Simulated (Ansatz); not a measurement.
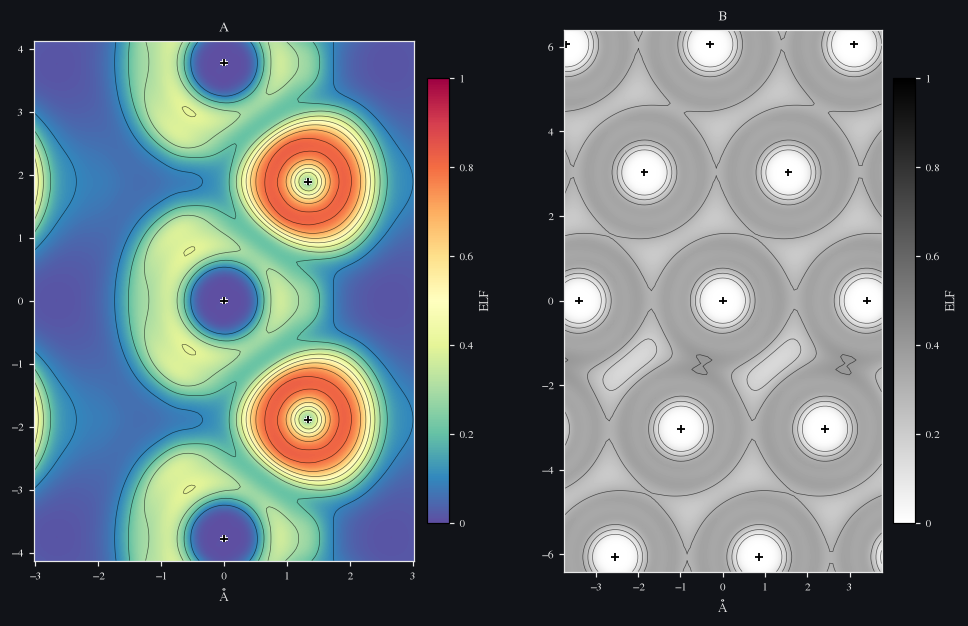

The ELF of 2 systems, each on a plane through atoms (crosses mark nuclei in the plane).

All numbers below come from DFT LDA, scalar-relativistic, plane waves, PAW in Ansatz.

System 1: SnO, the (110) plane of the conventional cell. Space group F-43m; a generated structure, not necessarily the stable one; changed on purpose from its base cell (volume × 1.000 of the coarse rest volume).

System 2: Sn, the (101) plane of the conventional cell. Space group P-1; a structure from a database of computed crystals, not necessarily the ambient phase; computed pressure about −5 GPa in this cell.

```xyz
4
Lattice="1.7265 -1.7755 2.3383 1.7265 1.7755 -2.3383 -1.4388 9.1737 6.6253" Properties=species:S:1:pos:R:3 pbc="T T T"
Sn    1.0071    8.1379    5.6510
Sn    1.0071    1.0357    0.9743
Sn    1.0071    4.5868    0.9743
Sn    1.0072    4.5868    5.6510
```

> Which map belongs to which system?

Panel A is system 1, SnO: the plane holds Sn and O. Sn–O (2.32 Å): the ELF is about 0.20 at the midpoint; no localised pair shows between them. Panel B is system 2, Sn: the plane holds Sn. Sn–Sn (3.19 Å): the ELF is about 0.40 at the midpoint.
